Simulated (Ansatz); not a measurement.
System: TiAl.

Input file:

```
crystal:
  lattice:
    - [3.1882318877, -0.1678016783, -0.1678016783]
    - [-0.1678016783, 3.1882318877, -0.1678016783]
    - [-0.1678016783, -0.1678016783, 3.1882318877]
  atoms:
    - { symbol: Ti, position: [0.0, 0.0, 0.0] }
    - { symbol: Al, position: [0.5, 0.5, 0.5] }
basis:
  ecutwfc: 500
kpoints:
  mp_grid: { grid: [16, 16, 16] }
hamiltonian:
  xc: r2scan
scf:
  occupations: { method: gaussian, width: 0.15 }
output:
  forces: true
  stress: true
  eigenvalues: true
  write_density: true
  write_potential: true
  elf: true
  volumetric_format: npy
```

Launched as:

```sh
ansatz run input.yaml --threads 1 --pin off --max-ram 2560MiB --backend cpu --events-out ev --progress --plain --runs-dir out
```

Below, planes, directions and counts refer to the conventional cell (a = 4.75 Å, b = 4.75 Å, c = 4.94 Å, α = 90.00°, β = 90.00°, γ = 120.00°).

Space group R-3m; a structure from a database of computed crystals, not necessarily the ambient phase; computed pressure about 3 GPa in this cell; computed without spin polarisation.

Method: Ansatz, DFT r2SCAN, scalar-relativistic, plane waves, PAW.

What can the converged valence pseudo-density and electron localisation function tell about the bonding?

Answer. Ti–Al (2.47 Å): ρ is about 0.31 e/Å³ halfway; the ELF is about 0.35 at the midpoint.

Does the calculation give a band gap?

Answer. It is metallic or semimetallic at this level of theory: no gap opens.

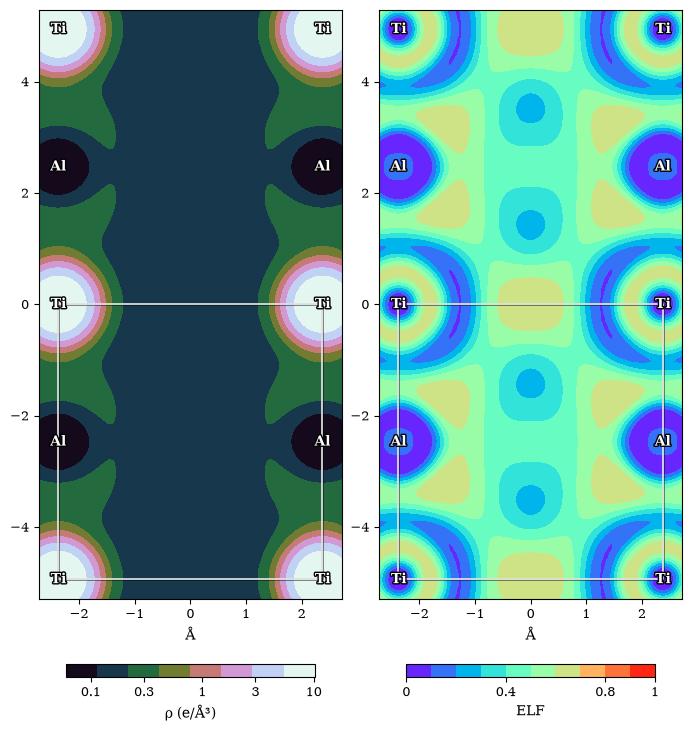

Computed valence pseudo-density and electron localisation function on the (010) plane of the conventional cell, in this order. 
